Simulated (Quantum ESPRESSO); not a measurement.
# A series of single points on V

System: V (1 atom in the cell).
Method: Kohn-Sham DFT of a periodic cell, PBE, SSSP 1.3 efficiency PBE, spin-polarised (Quantum ESPRESSO 7.5).

The 7 runs differ only in the geometry, by an even scaling of the cell at fixed fractional positions. The structure derives from an entry of the Crystallography Open Database.

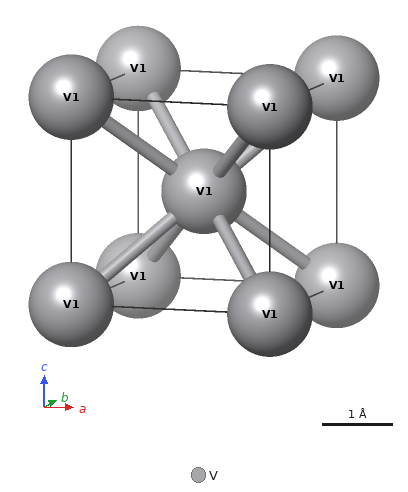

Figure 1. The structure of run 4 (ball-and-stick view of the cell 2 times as large as that of the calculation, set on its symmetry axes, seen slightly off an axis; atoms are numbered from 1 in the order of the input).

**Input file of run 4**
```
&CONTROL
  calculation = 'scf'
  prefix = 'pwscf'
  outdir = './tmp'
  pseudo_dir = './pseudo'
  tprnfor = .true.
  tstress = .true.
  disk_io = 'low'
/
&SYSTEM
  ibrav = 0
  nat = 1
  ntyp = 1
  ecutwfc = 55
  ecutrho = 440
  nbnd = 15
  occupations = 'smearing'
  smearing = 'fd'
  degauss = 0.00367493
  nspin = 2
  starting_magnetization(1) = 0.1538
/
&ELECTRONS
  conv_thr = 2d-10
  electron_maxstep = 120
  mixing_beta = 0.3
/
ATOMIC_SPECIES
V     50.9415 v_pbe_v1.4.uspp.F.UPF
CELL_PARAMETERS angstrom
  -1.5143500000    1.5143500000    1.5143500000
   1.5143500000   -1.5143500000    1.5143500000
   1.5143500000    1.5143500000   -1.5143500000
ATOMIC_POSITIONS crystal
V      0.0000000000    0.0000000000    0.0000000000
K_POINTS automatic
12 12 12 0 0 0
```

**File pp_density.in of run 4**
```
&INPUTPP
  prefix = 'pwscf'
  outdir = './tmp'
  filplot = 'density.dat'
  plot_num = 0
/
&PLOT
  nfile = 1
  filepp(1) = 'density.dat'
  iflag = 3
  output_format = 6
  fileout = 'density.cube'
/
```

**File pp_potential.in of run 4**
```
&INPUTPP
  prefix = 'pwscf'
  outdir = './tmp'
  filplot = 'potential.dat'
  plot_num = 11
/
&PLOT
  nfile = 1
  filepp(1) = 'potential.dat'
  iflag = 3
  output_format = 6
  fileout = 'potential.cube'
/
```

**File pp_spin.in of run 4**
```
&INPUTPP
  prefix = 'pwscf'
  outdir = './tmp'
  filplot = 'spin.dat'
  plot_num = 6
/
&PLOT
  nfile = 1
  filepp(1) = 'spin.dat'
  iflag = 3
  output_format = 6
  fileout = 'spin.cube'
/
```

Command:
```bash
OMP_NUM_THREADS=1 pw.x -in pw.in > pw.out
OMP_NUM_THREADS=1 pp.x -in pp_density.in > pp_density.out
OMP_NUM_THREADS=1 pp.x -in pp_potential.in > pp_potential.out
OMP_NUM_THREADS=1 pp.x -in pp_spin.in > pp_spin.out
```

Run 5 has the same physical settings and fractional positions; its lattice vectors (Å) are:
```
  -1.524379    1.524379    1.524379
   1.524379   -1.524379    1.524379
   1.524379    1.524379   -1.524379
```

**Results, with one run withheld**

| run | volume per atom (Å³) | free energy per atom, from the lowest run given (meV) | pressure (GPa) |
| --- | --- | --- | --- |
| 1 | 13.058 | 6.12 | 5.56 |
| 2 | 13.336 | 0.00 | 1.52 |
| 3 | 13.613 | 0.58 | −2.18 |
| 4 | 13.891 | 7.27 | −5.53 |
| 5 | 14.169 | ? | ? |
| 6 | 14.447 | 36.77 | −11.34 |
| 7 | 14.725 | 58.56 | −13.81 |

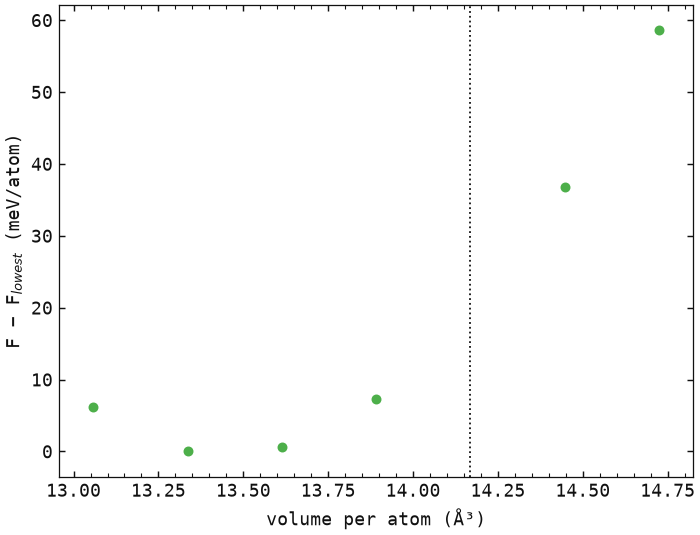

Figure 2. Free energy per atom of the runs given; the dotted line marks run 5.

What should run 5 give?

A cubic polynomial in V^(−2/3) (the Birch–Murnaghan form), fitted to the 6 runs given, misses them by at most 0.01 meV per atom. With x = V^(−2/3) − 0.17361 Å⁻², it reads F = 5.1411 − 3526 x + 5.4827e+05 x² − 3.4245e+05 x³ (meV per atom). At run 5 it gives 19.51 meV per atom, and the run itself gives 19.51. The slope of the fit gives a pressure −dF/dV of −8.54 GPa there, and the run prints −8.58 GPa. The fit has its minimum at 13.448 Å³ per atom, where V d²F/dV² gives 180 GPa: the bulk modulus at this level, since symmetry fixes the shape and the positions.

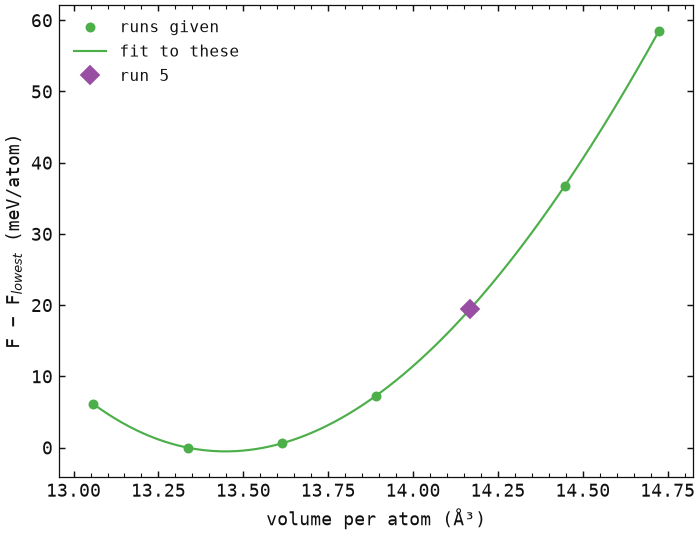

Figure 3. The fit and the withheld run.

**Some lines of the output (run 5)**
```
[...]
     total energy              =    -145.07288679 Ry
     total energy              =    -145.07259265 Ry
     total energy              =    -145.07330128 Ry
     total energy              =    -145.07338580 Ry
     total energy              =    -145.07340984 Ry
     total energy              =    -145.07343704 Ry
     total energy              =    -145.07343769 Ry
     total energy              =    -145.07343733 Ry
     total energy              =    -145.07343852 Ry
     the Fermi energy is    15.6347 ev
!    total energy              =    -145.07343860 Ry
     The total energy is F=E-TS. E is the sum of the following terms:
     Computing stress (Cartesian axis) and pressure
          total   stress  (Ry/bohr**3)                   (kbar)     P=      -85.78
```

Notes on the run: negative rho.
